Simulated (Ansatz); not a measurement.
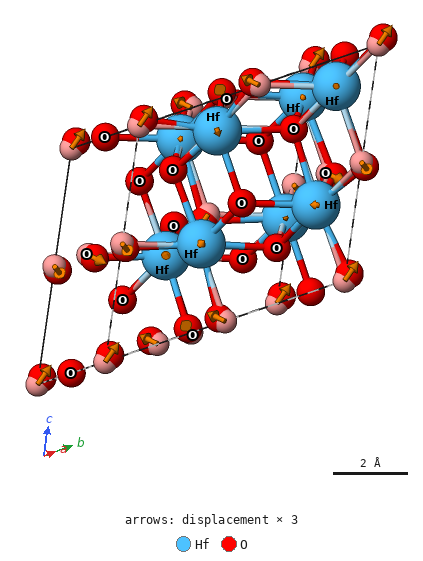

A relaxation of a defect cell of composition Hf₈O₁₅ (cell charge +2). The starting structure is drawn faded, the final one solid; orange arrows show the displacements, 3 times their true length.

Style: ball-and-stick. Shown: the cell of the calculation (origin shifted), from a free direction.

These are results of Ansatz 0.2.0, DFT, PBE, plane-wave PAW, default files, scalar-relativistic, not measurements.

Input file:
```yaml
crystal:
  lattice:
    - [0.0, 5.03215922, 5.03215922]
    - [5.03215922, 0.0, 5.03215922]
    - [5.03215922, 5.03215922, 0.0]
  atoms:
    - { symbol: Hf, position: [0.0, 0.0, 0.0] }
    - { symbol: Hf, position: [0.0, 0.0, 0.5] }
    - { symbol: Hf, position: [0.0, 0.5, 0.0] }
    - { symbol: Hf, position: [0.0, 0.5, 0.5] }
    - { symbol: Hf, position: [0.5, 0.0, 0.0] }
    - { symbol: Hf, position: [0.5, 0.0, 0.5] }
    - { symbol: Hf, position: [0.5, 0.5, 0.0] }
    - { symbol: Hf, position: [0.5, 0.5, 0.5] }
    - { symbol: O, position: [0.375, 0.375, 0.875] }
    - { symbol: O, position: [0.375, 0.875, 0.375] }
    - { symbol: O, position: [0.375, 0.875, 0.875] }
    - { symbol: O, position: [0.875, 0.375, 0.375] }
    - { symbol: O, position: [0.875, 0.375, 0.875] }
    - { symbol: O, position: [0.875, 0.875, 0.375] }
    - { symbol: O, position: [0.875, 0.875, 0.875] }
    - { symbol: O, position: [0.125, 0.125, 0.125] }
    - { symbol: O, position: [0.125, 0.125, 0.625] }
    - { symbol: O, position: [0.125, 0.625, 0.125] }
    - { symbol: O, position: [0.125, 0.625, 0.625] }
    - { symbol: O, position: [0.625, 0.125, 0.125] }
    - { symbol: O, position: [0.625, 0.125, 0.625] }
    - { symbol: O, position: [0.625, 0.625, 0.125] }
    - { symbol: O, position: [0.625, 0.625, 0.625] }
total_charge: 2
kpoints:
  mp_grid: { grid: [3, 3, 3] }
scf:
  occupations: { method: fermi_dirac, width: 0.01 }
hamiltonian:
  xc: pbe
  pseudopotentials: { kind: paw }
output:
  forces: true
  stress: true
  populations: true
  efg:
    quadrupole_moments_barn: { Hf: 3.365, O: -0.02558 }
    contact_densities: true
  write_density: true
  write_potential: true
  elf: true
  volumetric_format: npy
relax:
  f_tol: 0.03
  max_steps: 40
```

Run as
```bash
ansatz run input.yaml --threads 1 --pin off --max-ram 3072MiB --backend cpu --events-out ev --progress --plain --runs-dir out
```

Question: Which element moves most?

Answer: Oxygen: up to 0.23 Å, against 0.09 Å for hafnium.

Question: What did the optimiser do to the structure, and how much energy did it gain?

Answer: The largest moves, 0.23 Å, are those of O17, O18, O19, O20, O21 and O22. O19 goes along [1 −1 −1]. By element the largest moves are O 0.23 Å, Hf 0.09 Å. The cell stays as it was. Among the contacts that change: Hf1–O17 2.179 → 2.331 Å, Hf4–Hf6 3.558 → 3.408 Å, Hf4–O23 2.179 → 2.087 Å, Hf4–O17 2.179 → 2.096 Å. Among the angles between lasting bonds that change: Hf6–O21–Hf8 109.5° → 124.4°, Hf2–O21–Hf5 109.5° → 102.6°, Hf6–O10–Hf8 109.5° → 104.2°. After 5 accepted moves (6 points after the start) the energy has fallen by 2.450 eV per cell of the calculation. Largest force component: 2.4 eV/Å at the start, 0.00095 eV/Å at the end. 1 step only repeated the SCF at the same geometry.

Limits of the set-up: the periodic images lie only 7.1 Å apart, so the values are limited by the cell's size; the cell is charged, on a uniform background, and energies carry no finite-size correction.
